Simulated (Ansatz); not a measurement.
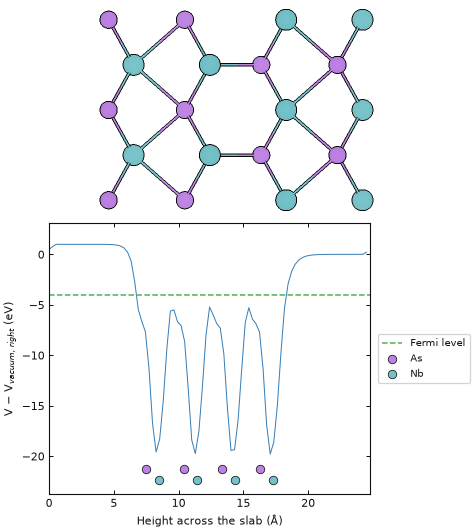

Plane-averaged electrostatic potential energy of an electron across the slab; circles at the bottom mark the heights of the atoms. The structure is drawn too.

This input was run:

```
crystal:
  lattice:
    - [3.4734820522, 0.0, 0.0]
    - [0.0, 3.4734820522, 0.0]
    - [0.0, 0.0, 24.7728719669]
  atoms:
    - { symbol: As, position: [0.0, 0.0, 0.3027505253] }
    - { symbol: Nb, position: [0.5, 0.5, 0.3415429075] }
    - { symbol: As, position: [0.5, 0.0, 0.421319381] }
    - { symbol: Nb, position: [0.0, 0.5, 0.4601117633] }
    - { symbol: As, position: [0.5, 0.5, 0.5398882367] }
    - { symbol: Nb, position: [0.0, 0.0, 0.578680619] }
    - { symbol: As, position: [0.0, 0.5, 0.6584570925] }
    - { symbol: Nb, position: [0.5, 0.0, 0.6972494747] }
basis:
  ecutwfc: 420
kpoints:
  mp_grid: { grid: [10, 10, 1] }
hamiltonian:
  xc: pbe
scf:
  occupations: { method: gaussian, width: 0.1 }
  mixing: { beta: 0.02 }
  max_iter: 83
output:
  forces: true
  stress: true
  eigenvalues: true
efield:
  axis: 3
  dipole_correction: true
  ramp_width: 0.04
```

Command:
```bash
ansatz run input.yaml --threads 1 --pin off --max-ram 2560MiB --backend cpu --events-out ev --progress --plain --runs-dir out
```

### Read off the work function of each face.

The work function is 4.05 eV at the right face and 5.05 eV at the left.

### Do the two faces differ, and what does that say about the slab's dipole?

The vacuum level is 0.99 eV higher at the left than at the right, so the slab carries a dipole along its normal; the ramp in the vacuum, at or near the edge of the plot, is the dipole correction that keeps each side flat.

### How thick are slab and vacuum?

The outermost atoms are 9.8 Å apart, which leaves 15.0 Å of vacuum in a cell 24.8 Å high.

The atoms aren't at rest in this cell (largest force 1.0 eV/Å), so the relaxed material can differ.
